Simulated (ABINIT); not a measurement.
# Optical-spectrum calculation of LiF (part 2 of 2)

The same run, continued: LiF (Fm-3m, 2 atoms in the cell); Kohn-Sham DFT of a periodic cell, LDA, HGH LDA, no spin polarisation (ABINIT 10.8.3); cutoff 1904.8 eV, 8×8×8 k-mesh, fixed occupations. The structure derives from an entry of the Crystallography Open Database.

Geometry of the input (Å; fractional positions):
```
0.0000  2.0140  2.0140
2.0140  0.0000  2.0140
2.0140  2.0140  0.0000
F  0.5000  0.5000  0.5000
Li 0.0000  0.0000  0.0000
```

The program's output, continued
```
 Cartesian components of stress tensor (hartree/bohr^3)
  sigma(1 1)=  2.26060433E-03  sigma(3 2)=  0.00000000E+00
  sigma(2 2)=  2.26060433E-03  sigma(3 1)=  0.00000000E+00
  sigma(3 3)=  2.26060433E-03  sigma(2 1)=  0.00000000E+00

--- !ResultsGS
iteration_state: {dtset: 1, }
comment   : Summary of ground state results
lattice_vectors:
- [  0.0000000,   3.8059084,   3.8059084, ]
- [  3.8059084,   0.0000000,   3.8059084, ]
- [  3.8059084,   3.8059084,   0.0000000, ]
lattice_lengths: [   5.38237,    5.38237,    5.38237, ]
lattice_angles: [ 60.000,  60.000,  60.000, ] # degrees, (23, 13, 12)
lattice_volume:   1.1025670E+02
convergence: {deltae: -1.084E-12, res2:  6.611E-14, residm:  6.634E-16, diffor: null, }
etotal    :  -2.45009120E+01
entropy   :   0.00000000E+00
fermie    :   3.46770334E-02
cartesian_stress_tensor: # hartree/bohr^3
- [  2.26060433E-03,   0.00000000E+00,   0.00000000E+00, ]
- [  0.00000000E+00,   2.26060433E-03,   0.00000000E+00, ]
- [  0.00000000E+00,   0.00000000E+00,   2.26060433E-03, ]
pressure_GPa:  -6.6509E+01
xred      :
- [  5.0000E-01,   5.0000E-01,   5.0000E-01,  F]
- [  0.0000E+00,   0.0000E+00,   0.0000E+00, Li]
cartesian_forces: # hartree/bohr
- [ -0.00000000E+00,  -0.00000000E+00,  -0.00000000E+00, ]
- [ -0.00000000E+00,  -0.00000000E+00,  -0.00000000E+00, ]
force_length_stats: {min:   0.00000000E+00, max:   0.00000000E+00, mean:   0.00000000E+00, }
...

 Integrated electronic density in atomic spheres:
 ------------------------------------------------
 Atom  Sphere_radius  Integrated_density
    1        2.00000          7.02848350
    2        2.00000          0.37048689
================================================================================

 ----iterations are completed or convergence reached----

 Mean square residual over all n,k,spin=   62.178E-18; max=  66.338E-17
 reduced coordinates (array xred) for    2 atoms
       0.500000000000      0.500000000000      0.500000000000
       0.000000000000      0.000000000000      0.000000000000
 rms dE/dt=  0.0000E+00; max dE/dt=  0.0000E+00; dE/dt below (all hartree)
    1       0.000000000000      0.000000000000      0.000000000000
    2       0.000000000000      0.000000000000      0.000000000000

 cartesian coordinates (angstrom) at end:
    1      2.01399999865790     2.01399999865790     2.01399999865790
    2      0.00000000000000     0.00000000000000     0.00000000000000

 cartesian forces (hartree/bohr) at end:
    1     -0.00000000000000    -0.00000000000000    -0.00000000000000
    2     -0.00000000000000    -0.00000000000000    -0.00000000000000
 frms,max,avg= 0.0000000E+00 0.0000000E+00   0.000E+00  0.000E+00  0.000E+00 h/b

 cartesian forces (eV/Angstrom) at end:
    1     -0.00000000000000    -0.00000000000000    -0.00000000000000
    2     -0.00000000000000    -0.00000000000000    -0.00000000000000
 frms,max,avg= 0.0000000E+00 0.0000000E+00   0.000E+00  0.000E+00  0.000E+00 e/A
 length scales=  5.382367297600  5.382367297600  5.382367297600 bohr
              =  2.848226112667  2.848226112667  2.848226112667 angstroms
 Fermi (or HOMO) energy (hartree) =   0.03468   Average Vxc (hartree)=  -0.35799
 Eigenvalues (hartree) for nkpt=  60  k points:
 kpt#   1, nband=  4, wtk=  0.01172, kpt= -0.0625 -0.1250  0.0000 (reduced coord)
  -0.69201    0.02150    0.03124    0.03285
 prteigrs : prtvol=0 or 1, do not print more k-points.

--- !EnergyTerms
iteration_state     : {dtset: 1, }
comment             : Components of total free energy in Hartree
kinetic             :  1.91311144889678E+01
hartree             :  8.24429164139167E+00
xc                  : -4.81781582429295E+00
Ewald energy        : -1.60605128546460E+01
psp_core            : -2.86426765938171E-01
local_psp           : -3.23955420856358E+01
non_local_psp       :  1.68397943150825E+00
total_energy        : -2.45009119686451E+01
total_energy_eV     : -6.66703778957581E+02
band_energy         : -1.41340158604469E+00
...

 Cartesian components of stress tensor (hartree/bohr^3)
  sigma(1 1)=  2.26060433E-03  sigma(3 2)=  0.00000000E+00
  sigma(2 2)=  2.26060433E-03  sigma(3 1)=  0.00000000E+00
  sigma(3 3)=  2.26060433E-03  sigma(2 1)=  0.00000000E+00

-Cartesian components of stress tensor (GPa)         [Pressure= -6.6509E+01 GPa]
- sigma(1 1)=  6.65092755E+01  sigma(3 2)=  0.00000000E+00
- sigma(2 2)=  6.65092755E+01  sigma(3 1)=  0.00000000E+00
- sigma(3 3)=  6.65092755E+01  sigma(2 1)=  0.00000000E+00

================================================================================
== DATASET  2 ==================================================================

--- !DatasetInfo
iteration_state: {dtset: 2, }
dimensions: {natom: 2, nkpt: 60, mband: 16, nsppol: 1, nspinor: 1, nspden: 1, mpw: 3099, }
cutoff_energies: {ecut:  70.0, pawecutdg:  -1.0, }
electrons: {nelect:   8.00000000E+00, charge:   0.00000000E+00, occopt:   1.00000000E+00, tsmear:   1.00000000E-02, }
meta: {optdriver: 0, ionmov: 0, optcell: 0, iscf: -2, paral_kgb: 0, }
...

 mkfilename : getden/=0, take file _DEN from output of DATASET   1.

 Exchange-correlation functional for the present dataset will be:
  LDA: Perdew-Wang 92 LSD fit to Ceperley-Alder data - ixc=7
  J.P.Perdew and Y.Wang, PRB 45, 13244 (1992)

 Real(R)+Recip(G) space primitive vectors, cartesian coordinates (Bohr,Bohr^-1):
 R(1)=  0.0000000  3.8059084  3.8059084  G(1)= -0.1313747  0.1313747  0.1313747
 R(2)=  3.8059084  0.0000000  3.8059084  G(2)=  0.1313747 -0.1313747  0.1313747
 R(3)=  3.8059084  3.8059084  0.0000000  G(3)=  0.1313747  0.1313747 -0.1313747
 Unit cell volume ucvol=  1.1025670E+02 bohr^3
 Angles (23,13,12)=  6.00000000E+01  6.00000000E+01  6.00000000E+01 degrees

 getcut: wavevector=  0.0000  0.0000  0.0000  ngfft=  45  45  45
         ecut(hartree)=     70.000   => boxcut(ratio)=   2.17053
--------------------------------------------------------------------------------

================================================================================
 Non-SCF case, kpt    1 ( -0.06250 -0.12500  0.00000), residuals and eigenvalues=
  8.58E-13  5.54E-13  2.33E-13  6.89E-13  9.55E-14  3.92E-13  1.56E-13  4.29E-13
  1.69E-13  5.34E-14  2.00E-13  1.97E-13  1.23E-13  8.24E-13  9.68E-07  5.74E-05
 -6.9201E-01  2.1495E-02  3.1241E-02  3.2849E-02  3.6652E-01  7.8874E-01
  8.2128E-01  8.3220E-01  8.8231E-01  9.9051E-01  9.9607E-01  1.1463E+00
  1.1951E+00  1.2301E+00  1.6025E+00  1.6761E+00
 prteigrs : prtvol=0 or 1, do not print more k-points.

--- !ResultsGS
iteration_state: {dtset: 2, }
comment   : Summary of ground state results
lattice_vectors:
- [  0.0000000,   3.8059084,   3.8059084, ]
- [  3.8059084,   0.0000000,   3.8059084, ]
- [  3.8059084,   3.8059084,   0.0000000, ]
lattice_lengths: [   5.38237,    5.38237,    5.38237, ]
lattice_angles: [ 60.000,  60.000,  60.000, ] # degrees, (23, 13, 12)
lattice_volume:   1.1025670E+02
convergence: {deltae:  0.000E+00, res2:  0.000E+00, residm:  9.965E-13, diffor:  0.000E+00, }
etotal    :  -2.45009120E+01
entropy   :   0.00000000E+00
fermie    :   3.46770334E-02
cartesian_stress_tensor: null
pressure_GPa: null
xred      :
- [  5.0000E-01,   5.0000E-01,   5.0000E-01,  F]
- [  0.0000E+00,   0.0000E+00,   0.0000E+00, Li]
cartesian_forces: null
force_length_stats: {min: null, max: null, mean: null, }
...

 Integrated electronic density in atomic spheres:
 ------------------------------------------------
 Atom  Sphere_radius  Integrated_density
    1        2.00000          7.02848350
    2        2.00000          0.37048689
================================================================================

 ----iterations are completed or convergence reached----

 Mean square residual over all n,k,spin=   32.455E-14; max=  99.646E-14
 reduced coordinates (array xred) for    2 atoms
       0.500000000000      0.500000000000      0.500000000000
       0.000000000000      0.000000000000      0.000000000000

 cartesian coordinates (angstrom) at end:
    1      2.01399999865790     2.01399999865790     2.01399999865790
    2      0.00000000000000     0.00000000000000     0.00000000000000
 length scales=  5.382367297600  5.382367297600  5.382367297600 bohr
              =  2.848226112667  2.848226112667  2.848226112667 angstroms
 Eigenvalues (hartree) for nkpt=  60  k points:
 kpt#   1, nband= 16, wtk=  0.01172, kpt= -0.0625 -0.1250  0.0000 (reduced coord)
  -0.69201    0.02150    0.03124    0.03285    0.36652    0.78874    0.82128    0.83220
   0.88231    0.99051    0.99607    1.14634    1.19514    1.23008    1.60245    1.67612
 prteigrs : prtvol=0 or 1, do not print more k-points.

================================================================================
== DATASET  3 ==================================================================

--- !DatasetInfo
iteration_state: {dtset: 3, }
dimensions: {natom: 2, nkpt: 60, mband: 12, nsppol: 1, nspinor: 1, nspden: 1, mpw: 3099, }
cutoff_energies: {ecut:  70.0, pawecutdg:  -1.0, }
electrons: {nelect:   8.00000000E+00, charge:   0.00000000E+00, occopt:   1.00000000E+00, tsmear:   1.00000000E-02, }
meta: {optdriver: 8, wfk_task: 7, }
...

 mkfilename : getwfk/=0, take file _WFK from output of DATASET   2.

 Exchange-correlation functional for the present dataset will be:
  LDA: Perdew-Wang 92 LSD fit to Ceperley-Alder data - ixc=7
  J.P.Perdew and Y.Wang, PRB 45, 13244 (1992)

--------------------------------------------------------------------------------

 Computation of velocity matrix elements (DDK)

 Parameters extracted from the Abinit header:
    ecut:     70.0
    nkpt:    2048
    mband:   16
    nsppol:  1
    nspinor: 1
    useylm:  0
    inclvkb: 2
    bmin: 1, bmax: 16
    Computing diagonal and off-diagonal matrix elements
    Between band index bmin: 1, bmax: 16

== END DATASET(S) ==============================================================
================================================================================

 -outvars: echo values of variables after computation  --------
            acell      5.3823672976E+00  5.3823672976E+00  5.3823672976E+00 Bohr
           etotal1    -2.4500911969E+01
           etotal3     0.0000000000E+00
            fcart1    -0.0000000000E+00 -0.0000000000E+00 -0.0000000000E+00
                      -0.0000000000E+00 -0.0000000000E+00 -0.0000000000E+00
            fcart3     0.0000000000E+00  0.0000000000E+00  0.0000000000E+00
                       0.0000000000E+00  0.0000000000E+00  0.0000000000E+00
            rprim      0.0000000000E+00  7.0710678120E-01  7.0710678120E-01
                       7.0710678120E-01  0.0000000000E+00  7.0710678120E-01
                       7.0710678120E-01  7.0710678120E-01  0.0000000000E+00
           strten1     2.2606043270E-03  2.2606043270E-03  2.2606043270E-03
                       0.0000000000E+00  0.0000000000E+00  0.0000000000E+00
           strten3     0.0000000000E+00  0.0000000000E+00  0.0000000000E+00
                       0.0000000000E+00  0.0000000000E+00  0.0000000000E+00
           xangst      2.0139999987E+00  2.0139999987E+00  2.0139999987E+00
                       0.0000000000E+00  0.0000000000E+00  0.0000000000E+00
             xred      5.0000000000E-01  5.0000000000E-01  5.0000000000E-01
                       0.0000000000E+00  0.0000000000E+00  0.0000000000E+00
 Calculation completed.
```

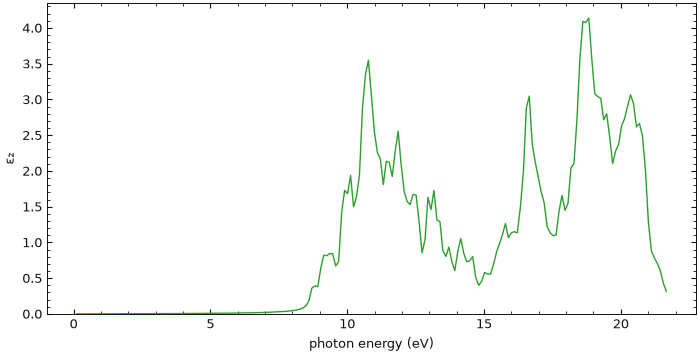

*Imaginary part of the dielectric function (first component that the program prints).*

The highest peak, 4.1, lies at 18.83 eV.

Key numbers

```tsv
quantity	value
outcome	converged
space group (tolerance 0.01 Å)	Fm-3m (225)
electrons treated	8
free energy	−666.7038 eV
Fermi energy of the self-consistent step	0.944 eV
pressure	−66.51 GPa
largest force (length of the vector)	under 0.001 eV/Å
wall time	1.7 min
peak memory	1.7 GiB
```

Remarks

Points of doubt noted for this run: cutoff too low for stress. The cell is under a tension of 67 GPa at this level, so it is not at its equilibrium volume.
